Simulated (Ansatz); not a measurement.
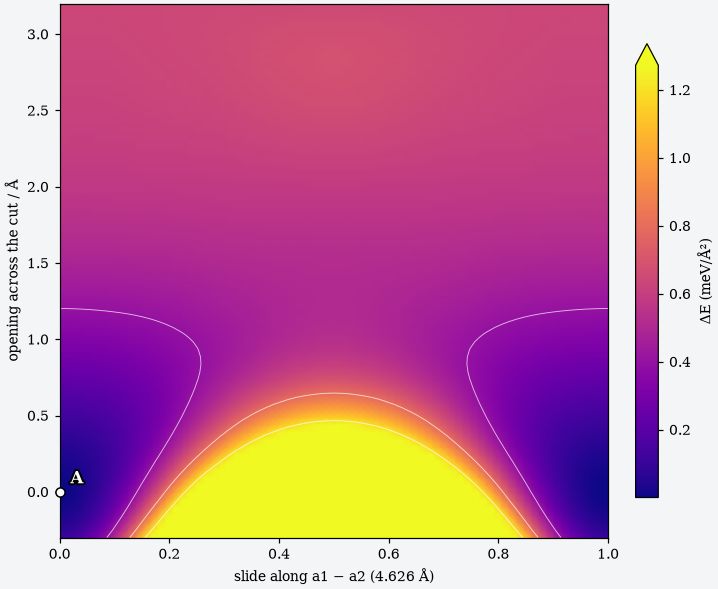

N (P6_3/mmc, No. 194; 8 atoms in the cell). Rigid slide and opening across a plane, one cut a cell; the plane is (0 0 1) of the conventional cell. Coordinates scanned: (1) slide along a1 − a2 (4.626 Å); (2) opening across the cut. Nothing is relaxed (rigid halves). The grid has 12 × 7 points; 49 points were computed and 35 follow by symmetry. Points are written as (first, second). Energies: meV/Å², counted from the lowest grid point. These are results of DFT PBEsol, scalar-relativistic, plane waves, PAW in Ansatz 0.2.0, not measurements. Settings: cutoff 520 eV, k-mesh 6×6×2 in the order of the run's cell vectors, gaussian smearing 0.05 eV, no spin polarisation.

Drawn: a smooth colour map with a few white contour lines, one colour for all values above the top of the scale, the point A. Between grid points the surface is interpolated.

> What is the easiest way out of the well at A, and how high is the barrier?

The easiest path leads from the well at (0.000, 0.0 Å) to its copy one period on. Its highest point lies about 0.51 meV/Å² above the bottom of the first well on the interpolated surface, at (0.500, 1.2 Å). The start is the relaxed structure and all else is held, so a fully relaxed path at this level can only be lower.

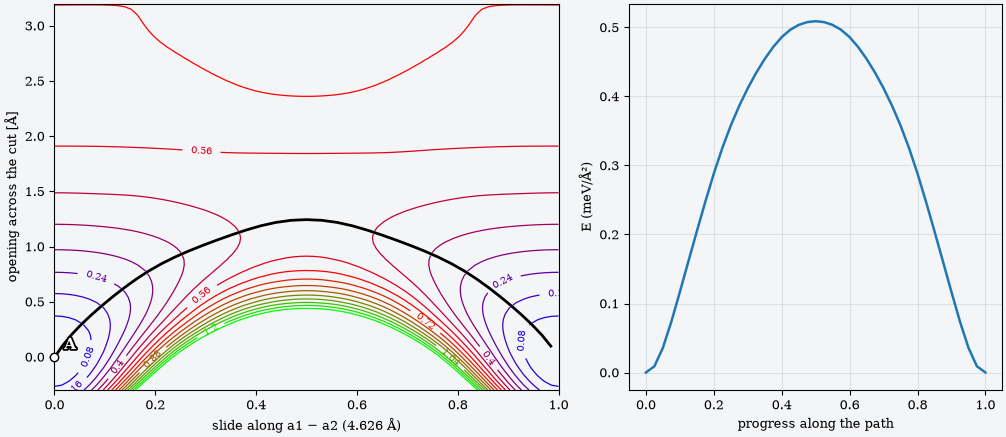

The picture shows contour lines labelled in meV/Å² (none above 1.28), a line along the lowest path, the energy along the path at the right. Between grid points the surface is interpolated.
